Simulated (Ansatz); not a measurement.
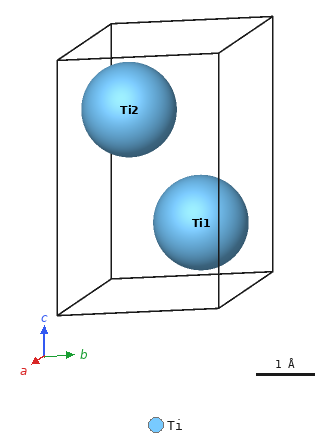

**Figure 1.** The input geometry (spheres-only view of the cell of the calculation, seen slightly off an axis; atoms are numbered from 1 in the order of the input). An atom can appear more than once, as a periodic image.

**Ti: geometry relaxation**

Ti (P6₃/mmc, 2 atoms in the cell), computed with DFT LDA, scalar-relativistic, plane waves, PAW, no spin polarisation (Ansatz 0.2.0).

The structure derives from a Materials Project entry. Figures and captions count atoms from 1; the log counts them from 0 in places.

## Input
```yaml
crystal:
  lattice:
    - [2.8536065666, 0.0, 0.0]
    - [-1.4268032833, 2.4712957791, 0.0]
    - [0.0, 0.0, 4.5623191347]
  atoms:
    - { symbol: Ti, position: [0.3333333333, 0.6666666667, 0.25] }
    - { symbol: Ti, position: [0.6666666667, 0.3333333333, 0.75] }
basis:
  ecutwfc: 420
kpoints:
  mp_grid: { grid: [18, 18, 10] }
hamiltonian:
  xc: lda
scf:
  occupations: { method: gaussian, width: 0.1 }
output:
  forces: true
  stress: true
  eigenvalues: true
relax:
  adjacent_minimum: "off"
  f_tol: 0.005
  max_steps: 80
  cell: { stress_tol: 0.05 }
```

Launch command:
```bash
ansatz run input.yaml --threads 8 --pin off --max-ram 28672MiB --backend cpu --events-out ev --progress --plain --runs-dir out
```

## What the program printed
```
Engine: ansatz 0.2.0, x86_64-unknown-linux-gnu
Pseudopotentials: kind: paw
Pseudopotential: Ti, paw, valence charge 12, recommended cutoff 420 eV (normal), Ti.paw.azcp
Functional definition: SPW92
  exchange = slater_x
  correlation = pw_c
Crystal: 2 atoms, lattice volume = 32.174 Å³
Basis set: ecut = 420 eV, 615 PW (Γ)
Bands: 16, of which v1, the nominal top of the filled ones, is band 12 counted from 1 (11 counted from 0)
Symmetry: 24 space group operations
Space group: P63/mmc (ITA 194), of the structure as read, at distance tolerance 3.2e-5 Å
k-points: 222 of 3240
Non-local potential: Ti, projectors of the file, l = 0: 3, l = 1: 2, l = 2: 3, l = 3: 1
PAW form: soft (Blöchl's): semilocal exchange-correlation on the pseudo side does not see the compensation charge
PAW frozen core: Ti, regenerated for the run's functional, and the local potential with it (the file was generated under x = pbe(κ = 0.804, μ = 0.2195149727645171), c = pbe(β = 0.06672455060314922))
PAW one-centre angular grid: Ti, 590 points (default); XC on 64 Gauss nodes
Initial density: superposition of atomic densities (neutral atoms: chi_scale 0, normalization atom), corrected by the library's trained network
Initial wavefunctions: pseudopotential atomic-orbital guess
Functional: x = slater, c = lda
SCF iter   1: F=—  HF=-4900.609107 eV  |F-HF|=—  |Δ(HF+E_count)|=         —  Δρ=6.85e-3  dr2=6.63e-3  ethr=1.77e-3  ⟨swp⟩=3.8  Hψ=14447  notcnv=0
preconditioner: auto → none  [metal: Δε(μ)=0.003 eV  Ē_g=2.989 eV  σ=0.100 eV  W_gap=0.02  n_scr=8 (ndim 8)  ℏωp=18.5 eV  f_vac=0.000  D(μ)=1.88/eV (n_scr^D=22)  sad-step TF]
SCF iter   2: F=—  HF=-4900.607190 eV  |F-HF|=—  |Δ(HF+E_count)|=   1.92e-3  Δρ=3.28e-3  dr2=1.37e-3  ethr=2.76e-5  ⟨swp⟩=1.1  Hψ=5389  notcnv=0
SCF iter   3: F=—  HF=-4900.607021 eV  |F-HF|=—  |Δ(HF+E_count)|=   1.69e-4  Δρ=4.28e-4  dr2=2.00e-5  ethr=5.69e-6  ⟨swp⟩=2.4  Hψ=5228  notcnv=0
SCF iter   4: F=—  HF=-4900.607025 eV  |F-HF|=—  |Δ(HF+E_count)|=   4.33e-6  Δρ=6.45e-5  dr2=1.15e-6  ethr=8.34e-8  ⟨swp⟩=2.3  Hψ=5047  notcnv=0
iter 5 did not close the SCF: its close was put off for the readings that it lacked (scf_convergence_deferred on its scf_iter line)
SCF iter   5: F=-4900.607025 eV  HF=-4900.607025 eV  |F-HF|=1.26e-8  |Δ(HF+E_count)|=   3.36e-7  Δρ=7.28e-6  dr2=1.22e-8  ethr=4.81e-9  ⟨swp⟩=3.0  Hψ=6511  notcnv=0
SCF iter   6: F=-4900.607025 eV  HF=-4900.607025 eV  |F-HF|=8.09e-11  |Δ(HF+E_count)|=   1.38e-8  Δρ=6.54e-7  dr2=8.30e-11  ethr=5.09e-11  ⟨swp⟩=2.1  Hψ=10851  notcnv=0
SCF 1 converged in 6 iterations: F = -4900.607025 eV  dr2 = 8.30e-11
  greatest PAW one-centre occupation: 0.999 electrons in one spin orbital (limit 2), on the Ti atom at site 1 (counted from 0), in its partial waves of l = 0
relax step   1: F+E_penalty+E_count = -4900.60702459 eV  Δ(F+E_penalty+E_count) = +0.000e0 eV  max|allowed force component| = 2.776e-17 eV/Å  Δτ_max = 0.0000 Å  P = +0.127 GPa  Ω = 32.174 Å³  (6 SCF iters, dr2 threshold 1.00e-7 eV, accepted)
Crystal: 2 atoms, lattice volume = 32.245 Å³
Initial density: handed on by an earlier stage of this run
Initial wavefunctions: those handed on with the density
iter 1 solved again at ethr=3.32e-8 eV; its pass at ethr=3.10e-3 eV (dr2=7.98e-6 eV) is discarded
SCF iter   1: F=—  HF=-4900.607647 eV  |F-HF|=—  |Δ(HF+E_count)|=         —  Δρ=3.00e-4  dr2=1.38e-5  ethr=3.32e-8  ⟨swp⟩=2.8  Hψ=24541  notcnv=0
preconditioner: auto → none  [metal: Δε(μ)=0.001 eV  Ē_g=2.968 eV  σ=0.100 eV  W_gap=0.01  n_scr=8 (ndim 8)  ℏωp=18.5 eV  f_vac=0.000  D(μ)=1.95/eV (n_scr^D=22)]
SCF iter   2: F=—  HF=-4900.607645 eV  |F-HF|=—  |Δ(HF+E_count)|=   2.09e-6  Δρ=1.39e-4  dr2=1.88e-6  ethr=3.32e-8  ⟨swp⟩=2.1  Hψ=4301  notcnv=0
iter 3 did not close the SCF: its close was put off for the readings that it lacked (scf_convergence_deferred on its scf_iter line)
SCF iter   3: F=-4900.607645 eV  HF=-4900.607645 eV  |F-HF|=3.18e-9  |Δ(HF+E_count)|=   9.46e-8  Δρ=1.95e-5  dr2=3.63e-8  ethr=7.84e-9  ⟨swp⟩=2.1  Hψ=4207  notcnv=0
iter 4 did not close the SCF: its close was put off for the readings that it lacked (scf_convergence_deferred on its scf_iter line)
SCF iter   4: F=-4900.607645 eV  HF=-4900.607645 eV  |F-HF|=2.03e-10  |Δ(HF+E_count)|=   8.07e-9  Δρ=4.38e-6  dr2=2.70e-9  ethr=1.51e-10  ⟨swp⟩=2.1  Hψ=5913  notcnv=0
iter 5 did not close the SCF: its close was put off for the readings that it lacked (scf_convergence_deferred on its scf_iter line)
SCF iter   5: F=-4900.607645 eV  HF=-4900.607645 eV  |F-HF|=4.55e-12  |Δ(HF+E_count)|=  5.68e-10  Δρ=5.51e-7  dr2=5.51e-11  ethr=1.13e-11  ⟨swp⟩=3.0  Hψ=6242  notcnv=0
SCF iter   6: F=-4900.607645 eV  HF=-4900.607645 eV  |F-HF|=9.09e-13  |Δ(HF+E_count)|=  8.19e-12  Δρ=6.51e-8  dr2=6.04e-13  ethr=1.00e-12  ⟨swp⟩=1.1  Hψ=8145  notcnv=0
SCF 2 converged in 6 iterations: F = -4900.607645 eV  dr2 = 6.04e-13
relax step   2: F+E_penalty+E_count = -4900.60764486 eV  Δ(F+E_penalty+E_count) = -6.203e-4 eV  max|allowed force component| = 8.327e-17 eV/Å  Δτ_max = 0.0000 Å  P = -0.135 GPa  Ω = 32.245 Å³  energy of the carried Pulay correction = -1.890e-5 eV  (6 SCF iters, dr2 threshold 2.00e-7 eV, accepted)
Crystal: 2 atoms, lattice volume = 32.177 Å³
iter 1 solved again at ethr=1.16e-8 eV; its pass at ethr=3.10e-3 eV (dr2=2.78e-6 eV) is discarded
SCF iter   1: F=—  HF=-4900.607689 eV  |F-HF|=—  |Δ(HF+E_count)|=         —  Δρ=1.29e-4  dr2=3.59e-6  ethr=1.16e-8  ⟨swp⟩=2.3  Hψ=23394  notcnv=0
preconditioner: auto → none  [metal: Δε(μ)=0.006 eV  Ē_g=2.975 eV  σ=0.100 eV  W_gap=0.03  n_scr=8 (ndim 8)  ℏωp=18.5 eV  f_vac=0.000  D(μ)=1.95/eV (n_scr^D=22)]
SCF iter   2: F=—  HF=-4900.607688 eV  |F-HF|=—  |Δ(HF+E_count)|=   4.67e-7  Δρ=5.50e-5  dr2=3.41e-7  ethr=1.16e-8  ⟨swp⟩=2.3  Hψ=4876  notcnv=0
iter 3 did not close the SCF: its close was put off for the readings that it lacked (scf_convergence_deferred on its scf_iter line)
SCF iter   3: F=-4900.607688 eV  HF=-4900.607688 eV  |F-HF|=8.78e-9  |Δ(HF+E_count)|=   1.26e-7  Δρ=1.19e-5  dr2=1.66e-8  ethr=1.42e-9  ⟨swp⟩=2.4  Hψ=4935  notcnv=0
iter 4 did not close the SCF: its close was put off for the readings that it lacked (scf_convergence_deferred on its scf_iter line)
SCF iter   4: F=-4900.607688 eV  HF=-4900.607688 eV  |F-HF|=3.11e-10  |Δ(HF+E_count)|=   1.52e-8  Δρ=1.86e-6  dr2=6.31e-10  ethr=6.93e-11  ⟨swp⟩=2.8  Hψ=6249  notcnv=0
iter 5 did not close the SCF: its close was put off for the readings that it lacked (scf_convergence_deferred on its scf_iter line)
SCF iter   5: F=-4900.607688 eV  HF=-4900.607688 eV  |F-HF|=7.28e-12  |Δ(HF+E_count)|=  4.17e-10  Δρ=1.99e-7  dr2=9.94e-12  ethr=2.63e-12  ⟨swp⟩=2.0  Hψ=4304  notcnv=0
SCF iter   6: F=-4900.607688 eV  HF=-4900.607688 eV  |F-HF|=9.09e-13  |Δ(HF+E_count)|=  4.55e-12  Δρ=2.33e-8  dr2=4.30e-14  ethr=1.00e-12  ⟨swp⟩=1.0  Hψ=8100  notcnv=0
SCF 3 converged in 6 iterations: F = -4900.607688 eV  dr2 = 4.30e-14
relax step   3: F+E_penalty+E_count = -4900.60768821 eV  Δ(F+E_penalty+E_count) = -4.335e-5 eV  max|allowed force component| = 5.644e-16 eV/Å  Δτ_max = 0.0000 Å  P = +0.141 GPa  Ω = 32.177 Å³  energy of the carried Pulay correction = -4.329e-6 eV  (6 SCF iters, dr2 threshold 2.00e-7 eV, accepted)
Crystal: 2 atoms, lattice volume = 32.213 Å³
iter 1 solved again at ethr=1.65e-9 eV; its pass at ethr=3.10e-3 eV (dr2=3.95e-7 eV) is discarded
SCF iter   1: F=—  HF=-4900.607698 eV  |F-HF|=—  |Δ(HF+E_count)|=         —  Δρ=4.59e-5  dr2=6.00e-7  ethr=1.65e-9  ⟨swp⟩=2.1  Hψ=23245  notcnv=0
preconditioner: auto → none  [metal: Δε(μ)=0.009 eV  Ē_g=2.972 eV  σ=0.100 eV  W_gap=0.05  n_scr=8 (ndim 8)  ℏωp=18.5 eV  f_vac=0.000  D(μ)=1.95/eV (n_scr^D=22)]
iter 2 did not close the SCF: its close was put off for the readings that it lacked (scf_convergence_deferred on its scf_iter line)
SCF iter   2: F=-4900.607698 eV  HF=-4900.607698 eV  |F-HF|=3.73e-8  |Δ(HF+E_count)|=   5.69e-8  Δρ=1.75e-5  dr2=3.89e-8  ethr=1.65e-9  ⟨swp⟩=3.0  Hψ=6524  notcnv=0
iter 3 did not close the SCF: its close was put off for the readings that it lacked (scf_convergence_deferred on its scf_iter line)
SCF iter   3: F=-4900.607698 eV  HF=-4900.607698 eV  |F-HF|=5.46e-9  |Δ(HF+E_count)|=   3.68e-8  Δρ=4.43e-6  dr2=2.50e-9  ethr=1.62e-10  ⟨swp⟩=2.2  Hψ=4590  notcnv=0
iter 4 did not close the SCF: its close was put off for the readings that it lacked (scf_convergence_deferred on its scf_iter line)
SCF iter   4: F=-4900.607698 eV  HF=-4900.607698 eV  |F-HF|=5.46e-12  |Δ(HF+E_count)|=   6.17e-9  Δρ=5.60e-7  dr2=8.75e-11  ethr=1.04e-11  ⟨swp⟩=2.0  Hψ=4381  notcnv=0
iter 5 did not close the SCF: its close was put off for the readings that it lacked (scf_convergence_deferred on its scf_iter line)
SCF iter   5: F=-4900.607698 eV  HF=-4900.607698 eV  |F-HF|=2.73e-12  |Δ(HF+E_count)|=  2.09e-11  Δρ=1.73e-8  dr2=6.08e-14  ethr=1.00e-12  ⟨swp⟩=1.1  Hψ=3672  notcnv=0
SCF iter   6: F=-4900.607698 eV  HF=-4900.607698 eV  |F-HF|=9.09e-13  |Δ(HF+E_count)|=  9.09e-13  Δρ=5.13e-9  dr2=4.80e-15  ethr=1.00e-12  ⟨swp⟩=1.0  Hψ=8036  notcnv=0
SCF 4 converged in 6 iterations: F = -4900.607698 eV  dr2 = 4.80e-15
relax step   4: F+E_penalty+E_count = -4900.60769791 eV  Δ(F+E_penalty+E_count) = -9.700e-6 eV  max|allowed force component| = 2.405e-16 eV/Å  Δτ_max = 0.0000 Å  P = -0.002 GPa  Ω = 32.213 Å³  energy of the carried Pulay correction = -1.231e-5 eV  (6 SCF iters, dr2 threshold 8.30e-8 eV, accepted)
Initial wavefunctions: pseudopotential atomic-orbital guess (no wavefunctions were taken with the density)
iter 1 solved again at ethr=6.91e-10 eV; its pass at ethr=3.10e-3 eV (dr2=1.66e-7 eV) is discarded
SCF iter   1: F=—  HF=-4900.607713 eV  |F-HF|=—  |Δ(HF+E_count)|=         —  Δρ=1.11e-4  dr2=8.53e-8  ethr=6.91e-10  ⟨swp⟩=3.0  Hψ=25022  notcnv=0
SCF iter   2: F=—  HF=-4900.607715 eV  |F-HF|=—  |Δ(HF+E_count)|=   1.52e-6  Δρ=5.54e-5  dr2=2.11e-8  ethr=3.55e-10  ⟨swp⟩=1.0  Hψ=3552  notcnv=0
SCF iter   3: F=—  HF=-4900.607715 eV  |F-HF|=—  |Δ(HF+E_count)|=   5.08e-7  Δρ=6.05e-7  dr2=6.58e-11  ethr=8.79e-11  ⟨swp⟩=1.0  Hψ=3552  notcnv=0
iter 4 did not close the SCF: its close was put off for the readings that it lacked (scf_convergence_deferred on its scf_iter line)
SCF iter   4: F=-4900.607715 eV  HF=-4900.607715 eV  |F-HF|=9.09e-13  |Δ(HF+E_count)|=  4.55e-12  Δρ=6.10e-8  dr2=4.42e-13  ethr=1.00e-12  ⟨swp⟩=2.1  Hψ=4317  notcnv=0
iter 5 did not close the SCF: its close was put off for the readings that it lacked (scf_convergence_deferred on its scf_iter line)
SCF iter   5: F=-4900.607715 eV  HF=-4900.607715 eV  |F-HF|=9.09e-13  |Δ(HF+E_count)|=  9.09e-13  Δρ=1.32e-8  dr2=1.93e-14  ethr=1.00e-12  ⟨swp⟩=1.0  Hψ=3552  notcnv=0
iter 6 did not close the SCF: its close was put off for the readings that it lacked (scf_convergence_deferred on its scf_iter line)
SCF iter   6: F=-4900.607715 eV  HF=-4900.607715 eV  |F-HF|=0.00e0  |Δ(HF+E_count)|=    0.00e0  Δρ=1.94e-9  dr2=4.97e-16  ethr=1.00e-12  ⟨swp⟩=1.0  Hψ=3552  notcnv=0
iter 7 did not close the SCF: its close was put off for the readings that it lacked (scf_convergence_deferred on its scf_iter line)
SCF iter   7: F=-4900.607715 eV  HF=-4900.607715 eV  |F-HF|=0.00e0  |Δ(HF+E_count)|=    0.00e0  Δρ=1.85e-10  dr2=6.32e-18  ethr=1.00e-12  ⟨swp⟩=1.0  Hψ=3552  notcnv=0
SCF iter   8: F=-4900.607715 eV  HF=-4900.607715 eV  |F-HF|=9.09e-13  |Δ(HF+E_count)|=  9.09e-13  Δρ=2.85e-11  dr2=1.88e-19  ethr=1.00e-12  ⟨swp⟩=1.0  Hψ=7992  notcnv=0
SCF 5 converged in 8 iterations: F = -4900.607715 eV  dr2 = 1.88e-19
relax step   5: F+E_penalty+E_count = -4900.60771525 eV  Δ(F+E_penalty+E_count) = -1.735e-5 eV  max|allowed force component| = 3.146e-16 eV/Å  Δτ_max = 0.0000 Å  P = -0.001 GPa  Ω = 32.213 Å³  stress off target by 4.61e-3 GPa  SCF on the basis re-selected at this cell (its energy is not comparable with the rows above)  (8 SCF iters)
```

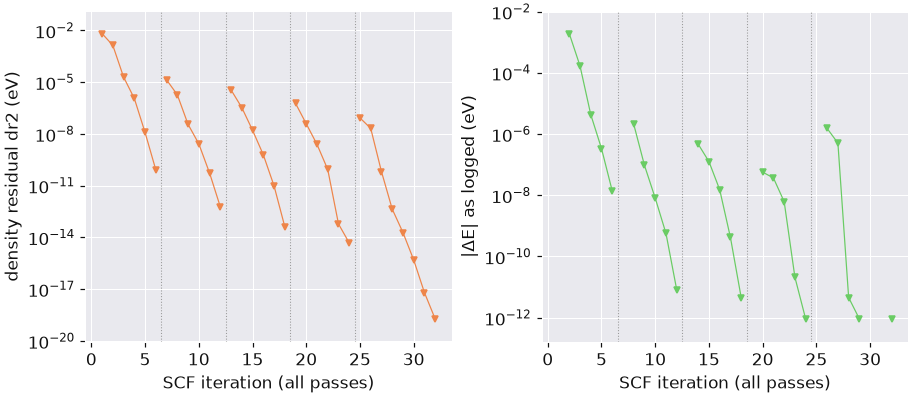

**Figure 2.** Convergence of the self-consistent field: density residual dr2 and size of the energy change against the SCF iteration. The dotted lines part the SCF passes of the relaxation: geometry steps, rejected trials and re-solves on a re-selected basis. The 5 passes take 6 to 8 iterations each, 32 in all.

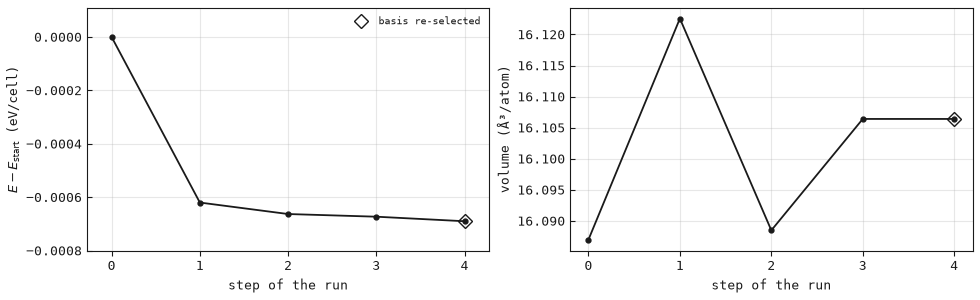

**Figure 3.** Progress of the relaxation, step by step (the first geometry is step 0 here and step 1 in the log).

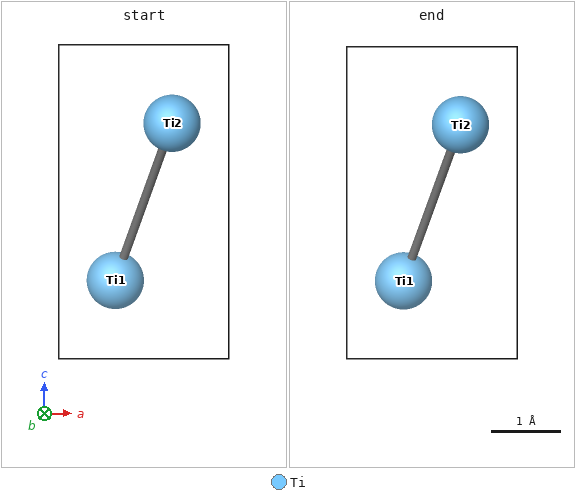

**Figure 4.** Before (left) and after (right) the relaxation, at one scale (ball-and-stick view of the cell of the calculation, along the b axis). The energy falls by 0.7 meV per cell of the calculation in 3 geometry steps. All forces vanish by symmetry, so only the cell relaxes. The pressure goes from 0.13 to 0.00 GPa. The atoms keep their places relative to the cell (all moves are under 0.005 Å). The volume changes by +0.1 %, with a = b 2.854 → 2.864 Å (+0.4 %), c 4.562 → 4.535 Å (−0.6 %). Among the contacts that change: Ti1–Ti1 2.854 → 2.864 Å, Ti1–Ti2 2.814 → 2.806 Å. The space group stays P6_3/mmc (No. 194). A last SCF at the same geometry on a re-selected plane-wave basis shifts the energy by next to nothing (0.0 meV per cell of the calculation). (Atoms are counted from 1 in the order of the input.)

```
basis re-selected at this cell: Δ(F+E_penalty+E_count) = -1.735e-5 eV, ΔP = +0.001 GPa vs the last step (what re-selecting the basis moved, of the pressure what is left beyond the Pulay correction that the steps carried, after the strain that the cell walked since its last selection, with what the two solves' SCF thresholds leave and, on support functions, any second-order correction that the steps lacked; it is no measure of the basis error at this ecutwfc). This SCF's stress stands 4.61e-3 GPa from its target on what of the cell is left free (relax.cell.stress_tol is 5.00e-2 GPa) and its largest allowed force component is 3.15e-16 eV/Å (relax.f_tol is 5.00e-3 eV/Å): within both
SCF converged after 8 iterations
Free energy (F): -4900.607715 eV
Harris-Foulkes:  -4900.607715 eV  (|F-HF|=9.09e-13)
Internal energy: -4900.597978 eV  (E = F + TS)
E sigma→0 (E₀):  -4900.602847 eV
Entropy (-TS):   -0.009737 eV (-4.869 meV/atom)
Fermi energy:    14.291227 eV
--- Per-component energies (eV) ---
  E_band       = -285.876656
  E_kinetic    = 548.264024
  E_local      = -1550.335743  (includes V_loc(G=0)·N_el)
  E_nonlocal   = 24.447102
  E_hartree    = 640.296351
  E_xc         = -194.340401
  E_vxc        = -244.613724  (∫ρ·V_xc dr)
  E_paw        = -1998.524019  (= ΣΔE_a)
  E_vpaw       = -344.231222  (= ΣTr[D̂ρ^β])
  E_aug_tail   = 0.000204  (compensation charges beyond the density's cutoff)
  E_ewald      = -2371.057397
  E_core_change = 0.651901  (= ΣΔE_core)
  E_smearing   = -0.009737  (= −TS)
  E_closure    = 0.000000  (closes the sum)
  Σ components = -4900.607715   (vs F -4900.607715, Δ=0.00e0)
--- Forces (eV/Å), atoms counted from 1 ---
  atom   1  Ti     0.00000000     0.00000000     0.00000000
  atom   2  Ti     0.00000000    -0.00000000     0.00000000
  max |Σ_I F_I| component: 1.11e-16 eV/Å
--- Stress (GPa, compression-positive) ---
        0.000387       0.000000       0.000000
       -0.000000       0.000387       0.000000
        0.000000       0.000000      -0.004610
  P = ⅓ Tr σ = -0.0013 GPa (-0.013 kbar)
--- Band table (eV; the first three rows and the last of 222) ---
  k-point 0: bands = ["-41.8406", "-41.6446", "-18.8552", "-18.0240", "-18.0240", "-17.9238", "-17.8936", "-17.8936", "8.0184", "11.4231", "15.0703", "15.0703", "15.2152", "15.3821", "15.6291", "15.6291"]
  k-point 1: bands = ["-41.8359", "-41.6495", "-18.8335", "-18.0208", "-18.0208", "-17.9477", "-17.8968", "-17.8968", "8.1095", "11.3975", "15.0221", "15.0221", "15.1636", "15.2074", "15.5763", "15.5763"]
  k-point 2: bands = ["-41.8222", "-41.6636", "-18.7701", "-18.0169", "-18.0116", "-18.0116", "-17.9061", "-17.9061", "8.3768", "11.2899", "14.8129", "14.9359", "14.9359", "15.0176", "15.4394", "15.4394"]
  k-point 221: bands = ["-41.6269", "-41.6269", "-18.6178", "-18.6178", "-18.3828", "-18.3828", "-18.0520", "-18.0520", "12.9528", "12.9528", "13.0858", "13.0858", "14.1375", "14.1375", "16.0658", "16.0658"]
--- Relaxed structure (4 steps of the walk, 4 accepted, 1 SCFs on fresh bases) ---
  F+E_penalty+E_count = -4900.60771525 eV   max|allowed force component| = 3.146e-16 eV/Å   (the final SCF, on the basis selected at the relaxed cell)
  cell:  # Å, volume = 32.2128 Å³
    - [2.863938818945049, 0.0, 0.0]
    - [-1.4319694094725246, 2.480243772090814, 0.0]
    - [0.0, 0.0, 4.5349278418438725]
  atoms:
    - { symbol: Ti, position: [0.3333333333333333, 0.6666666666666666, 0.24999999999999997] }
    - { symbol: Ti, position: [0.6666666666666666, 0.3333333333333333, 0.7499999999999999] }
```

## Trajectory as extended XYZ (Å, eV, eV/Å), 5 frames, from step=1 to step=5
```
2
Lattice="2.8536 0.0000 0.0000 -1.4268 2.4713 0.0000 0.0000 0.0000 4.5623" Properties=species:S:1:pos:R:3:forces:R:3 step=1 energy=-4900.60703 pressure_GPa=0.13
Ti    0.0000    1.6475    1.1406    0.0000   0.0000   0.0000
Ti    1.4268    0.8238    3.4217    0.0000   0.0000   0.0000
2
Lattice="2.8629 0.0000 0.0000 -1.4314 2.4793 0.0000 0.0000 0.0000 4.5429" Properties=species:S:1:pos:R:3:forces:R:3 step=2 energy=-4900.60765 pressure_GPa=-0.14
Ti    0.0000    1.6529    1.1357    0.0000   0.0000   0.0000
Ti    1.4314    0.8264    3.4072    0.0000   0.0000   0.0000
2
Lattice="2.8634 0.0000 0.0000 -1.4317 2.4797 0.0000 0.0000 0.0000 4.5317" Properties=species:S:1:pos:R:3:forces:R:3 step=3 energy=-4900.60769 pressure_GPa=0.14
Ti    0.0000    1.6532    1.1329    0.0000   0.0000   0.0000
Ti    1.4317    0.8266    3.3988    0.0000   0.0000   0.0000
2
Lattice="2.8639 0.0000 0.0000 -1.4320 2.4802 0.0000 0.0000 0.0000 4.5349" Properties=species:S:1:pos:R:3:forces:R:3 step=4 energy=-4900.60770 pressure_GPa=-0.00
Ti    0.0000    1.6535    1.1337    0.0000   0.0000   0.0000
Ti    1.4320    0.8267    3.4012    0.0000   0.0000   0.0000
2
Lattice="2.8639 0.0000 0.0000 -1.4320 2.4802 0.0000 0.0000 0.0000 4.5349" Properties=species:S:1:pos:R:3:forces:R:3 step=5 energy=-4900.60772 pressure_GPa=-0.00
Ti    0.0000    1.6535    1.1337    0.0000   0.0000   0.0000
Ti    1.4320    0.8267    3.4012    0.0000   0.0000   0.0000
```

## Summary

- outcome: converged
- space group (tolerance 0.01 Å): P6₃/mmc (194)
- electrons treated: 24
- free energy: −4900.6077 eV
- Fermi energy: 14.291 eV
- gap on the k-point mesh: none (metallic)
- pressure: 0.00 GPa
- final volume: 32.21 Å³
- largest force (length of the vector) at the end: under 0.001 eV/Å
- final cell: a = 2.864 Å, b = 2.864 Å, c = 4.535 Å, α = 90.00°, β = 90.00°, γ = 120.00°
- hardware: 8 threads of Intel Xeon @ 2.50GHz (Skylake/Cascade Lake), 32 GiB of memory available, shared host
- wall time: 4.8 s (CPU time 31 s)
- peak memory: 0.52 GiB
